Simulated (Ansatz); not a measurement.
## Energy of Ag along an even scaling of the cell

System: Ag (Pm-3m, 1 atom in the cell).
Method: DFT, RPBE, plane waves (420 eV) with PAW, scalar-relativistic, no spin polarisation (Ansatz 0.2.0).

The 5 runs differ only in the geometry, by an even scaling of the cell at fixed fractional positions.

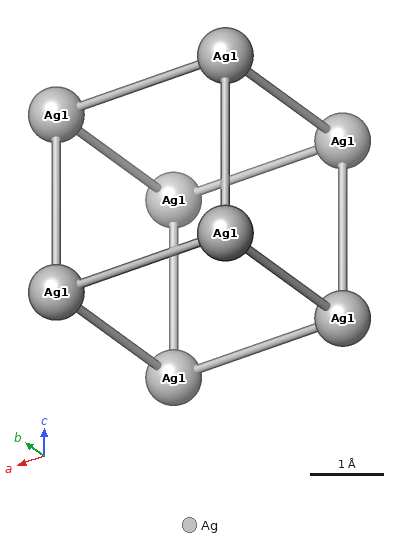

Figure 1. The structure of run 3 (ball-and-stick view of the cell of the calculation, seen at an oblique angle; atoms are numbered from 1 in the order of the input).

### Input of run 3
```yaml
crystal:
  lattice:
    - [2.8371514526, 0.0, 0.0]
    - [0.0, 2.8371514526, 0.0]
    - [0.0, 0.0, 2.8371514526]
  atoms:
    - { symbol: Ag, position: [0.0, 0.0, 0.0] }
hamiltonian:
  xc: rpbe
  pseudopotentials:
    kind: paw
    azcp:
      Ag: "pseudopotentials/Ag.paw.azcp"
basis:
  ecutwfc: 420
  fft_grid_basis: typed
kpoints:
  mp_grid: { grid: [13, 13, 13], shift: [0, 0, 0] }
magnetization:
  spin_polarized: false
scf:
  occupations: { method: fermi_dirac, width: 0.1 }
  lower_state_search: "off"
output:
  stress: true
```

Run 2 differs from it as follows:
```diff
-    - [2.8371514526, 0.0, 0.0]
-    - [0.0, 2.8371514526, 0.0]
-    - [0.0, 0.0, 2.8371514526]
+    - [2.7235416171, 0.0, 0.0]
+    - [0.0, 2.7235416171, 0.0]
+    - [0.0, 0.0, 2.7235416171]
```

### Results, with one run withheld

```csv
run,volume per atom (Å³),"free energy per atom, from the lowest run given (meV)",pressure (GPa)
1,19.324,62.32,9.69
2,20.202,?,?
3,22.837,0.00,−1.92
4,23.716,14.50,−3.30
5,24.594,35.53,−4.32
```

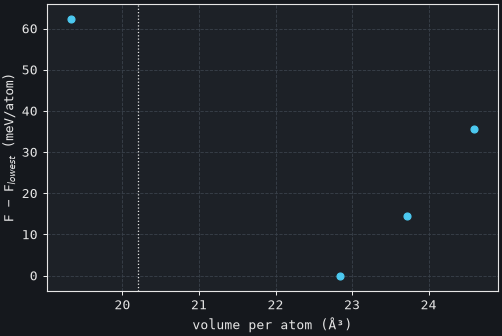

Figure 2. Free energy per atom of the runs given; the dotted line marks run 2.

Estimate the energy of run 2 from the others.

A quadratic polynomial in V^(−2/3) (the Birch–Murnaghan form), fitted to the 4 runs given, misses them by at most 0.39 meV per atom. With x = V^(−2/3) − 0.12562 Å⁻², it reads F = −2.9404 − 1604.2 x + 4.9287e+05 x² (meV per atom). At run 2 it gives 23.98 meV per atom, and the run itself gives 21.16. The slope of the fit gives a pressure −dF/dV of 5.32 GPa there, and the run prints 5.51 GPa. The two needn't agree exactly: the fit is approximate, and the printed stress is taken on a finite basis. The fit has its minimum at 22.031 Å³ per atom, where V d²F/dV² gives 51.6 GPa: the bulk modulus at this level, since symmetry fixes the shape and the positions. So low a polynomial doesn't follow these energies more closely.

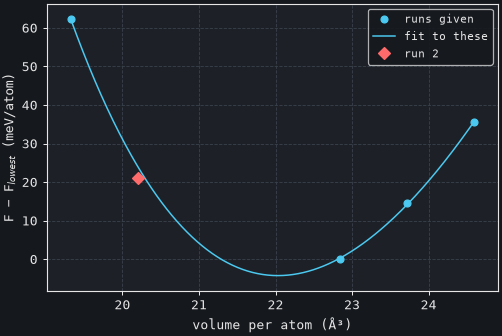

Figure 3. The fit and the withheld run.

### Output, shortened to warnings, some set-up lines, iterations and results (run 2)
```
Basis set: ecut = 420 eV, 389 PW (Γ)
Symmetry: 48 space group operations
k-points: 84 of 2197
Initial density: superposition of atomic densities (neutral atoms: chi_scale 0, normalization atom), corrected by the library's trained network
[...]
SCF iter   1: F=—  HF=-7598.220047 eV  |F-HF|=—  |Δ(HF+E_count)|=         —  Δρ=4.51e-3  dr2=3.30e-3  ethr=1.77e-3  ⟨swp⟩=4.9  Hψ=5874  notcnv=0
SCF iter   2: F=—  HF=-7598.219539 eV  |F-HF|=—  |Δ(HF+E_count)|=   5.08e-4  Δρ=1.56e-3  dr2=2.46e-4  ethr=1.74e-5  ⟨swp⟩=2.0  Hψ=2274  notcnv=0
SCF iter   3: F=—  HF=-7598.219595 eV  |F-HF|=—  |Δ(HF+E_count)|=   5.65e-5  Δρ=5.37e-4  dr2=1.88e-5  ethr=1.30e-6  ⟨swp⟩=2.3  Hψ=1511  notcnv=0
SCF iter   4: F=—  HF=-7598.219621 eV  |F-HF|=—  |Δ(HF+E_count)|=   2.57e-5  Δρ=2.64e-5  dr2=1.23e-7  ethr=9.92e-8  ⟨swp⟩=2.5  Hψ=1804  notcnv=0
SCF iter   5: F=-7598.219621 eV  HF=-7598.219621 eV  |F-HF|=9.25e-10  |Δ(HF+E_count)|=   2.00e-7  Δρ=4.40e-6  dr2=2.75e-9  ethr=6.50e-10  ⟨swp⟩=2.1  Hψ=1638  notcnv=0
SCF iter   6: F=-7598.219621 eV  HF=-7598.219621 eV  |F-HF|=7.28e-12  |Δ(HF+E_count)|=  4.05e-10  Δρ=1.74e-7  dr2=4.22e-12  ethr=1.45e-11  ⟨swp⟩=1.8  Hψ=3282  notcnv=0
SCF 1 converged in 6 iterations: F = -7598.219621 eV  dr2 = 4.22e-12
SCF converged after 6 iterations
Free energy (F): -7598.219621 eV
Harris-Foulkes:  -7598.219621 eV  (|F-HF|=7.28e-12)
Internal energy: -7598.209265 eV  (E = F + TS)
E sigma→0 (E₀):  -7598.214443 eV
Entropy (-TS):   -0.010356 eV (-10.356 meV/atom)
Fermi energy:    13.953083 eV
--- Per-component energies (eV) ---
  E_band       = -293.816915
  E_kinetic    = 527.697298
  E_local      = -2549.895970  (includes V_loc(G=0)·N_el)
  E_nonlocal   = 79.283389
  E_hartree    = 1147.739013
  E_xc         = -184.797866
  E_vxc        = -234.319579  (∫ρ·V_xc dr)
  E_paw        = -3910.429073  (= ΣΔE_a)
  E_vpaw       = -412.060292  (= ΣTr[D̂ρ^β])
  E_aug_tail   = 0.000323  (compensation charges beyond the density's cutoff)
  E_ewald      = -2707.695745
  E_core_change = -0.110634  (= ΣΔE_core)
  E_smearing   = -0.010356  (= −TS)
  E_closure    = -0.000000  (closes the sum)
  Σ components = -7598.219621   (vs F -7598.219621, Δ=0.00e0)
--- Stress (GPa, compression-positive) ---
        5.510106      -0.000000       0.000000
       -0.000000       5.510106       0.000000
       -0.000000       0.000000       5.510106
  P = ⅓ Tr σ = 5.5101 GPa (55.101 kbar)
```
